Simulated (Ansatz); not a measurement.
Given this structure, coordinates from a relaxation with Ansatz, DFT, revPBE, plane waves (420 eV) with PAW, scalar-relativistic; the starting structure was generated, so it need not be a known form of this composition, written in its standard cell:

```cif
data_structure
_symmetry_space_group_name_H-M 'P 1'
_symmetry_Int_Tables_number 1
_cell_length_a 3.0991
_cell_length_b 3.0991
_cell_length_c 3.0991
_cell_angle_alpha 90.000
_cell_angle_beta 90.000
_cell_angle_gamma 90.000
_cell_volume 29.76
loop_
_atom_site_label
_atom_site_type_symbol
_atom_site_fract_x
_atom_site_fract_y
_atom_site_fract_z
_atom_site_occupancy
C1 C 0.00000 0.00000 0.00000 1
C2 C 0.00000 0.50000 0.50000 1
C3 C 0.50000 0.00000 0.50000 1
C4 C 0.50000 0.50000 0.00000 1
```

### What does the kinematic electron diffraction pattern along [110] look like at 100 kV (B = 0.3 Å²)?

The spots form a centred rectangular net with both shortest vectors at d = 1.79 Å, 70.5° apart. They are -1 1 -1 and -1 1 1. The pattern has symmetry 2mm. The lattice centring (F) removes all reflections that break h + k = 2n, h + l = 2n.

Strongest reflections with d > 0.80 Å, one of each family (|F|² from tabulated Gaussian fits of the electron scattering factors, times a small damping for the curvature of the Ewald sphere):

| hkl | d (Å) | I (strongest = 100) |
| --- | --- | --- |
| 1 -1 1 | 1.789 | 100 |
| 0 0 2 | 1.550 | 67 |
| 2 -2 0 | 1.096 | 21 |
| 1 -1 3 | 0.934 | 11 |
| 2 -2 2 | 0.895 | 9 |

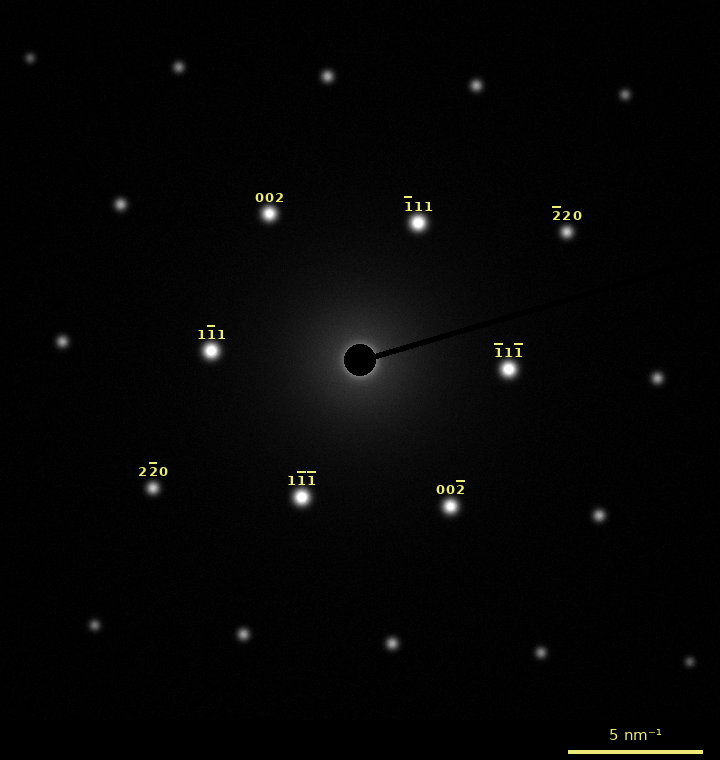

Calculated pattern, seen from the source side with [110] pointing towards the source.
